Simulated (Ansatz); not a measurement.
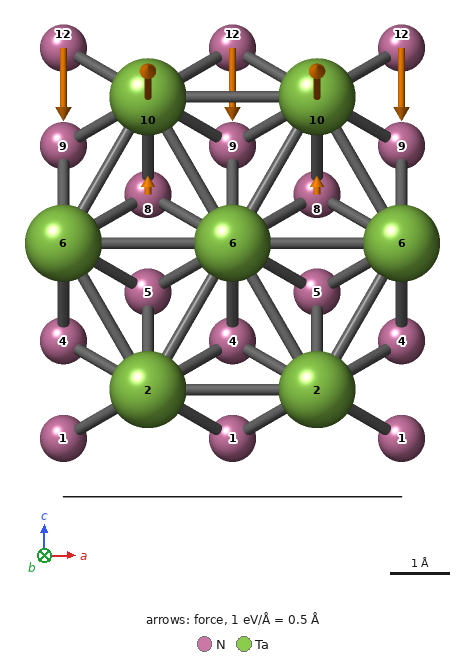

Starting geometry of a slab of composition TaN (cut from the P6_3/mmc phase) with the computed forces as orange arrows. Style: ball-and-stick. Shown: the 2 × 1 repeat of the cell, outlined in the plane, without the vacuum, along the b axis.

Case: clean slab, lower half held. The slab is the (1 0 0) face of TaN. 5 atoms are held fixed.

The calculation used DFT r2SCAN, scalar-relativistic, plane waves, PAW (Ansatz 0.2.0). (plane-wave cutoff 500 eV; k-point mesh 10 × 5 × 1; occupations gaussian; smearing width 0.1 eV; no spin polarisation; dipole correction; atoms relaxed in a fixed cell; force threshold 0.03 eV/Å; at most 70 steps)

What follows when this structure is relaxed?

It isn't relaxed: the largest force vector, on Ta atoms, is 2.85 eV/Å. The final displacements follow the starting forces only in part (cosine between the two patterns 0.79). Over 5 geometry steps the energy falls by 0.472 eV per cell of the calculation. Largest force component: 2.6 eV/Å at the start, 0.0061 eV/Å at the end. The atom that moves furthest is an N atom (0.21 Å along the normal (−c)). Largest moves by element: N 0.21 Å, Ta 0.08 Å. The cell stays as it was. Near-neighbour distances that change, for instance: Ta–Ta 2.946 → 2.793 Å, Ta–Ta 2.946 → 3.099 Å, N–Ta 2.231 → 2.114 Å, N–Ta 2.231 → 2.159 Å. Among the angles between lasting bonds that change: Ta–N–Ta 135.9° → 144.5°, Ta–N–Ta 81.1° → 86.7°, Ta–N–Ta 82.6° → 86.3°.
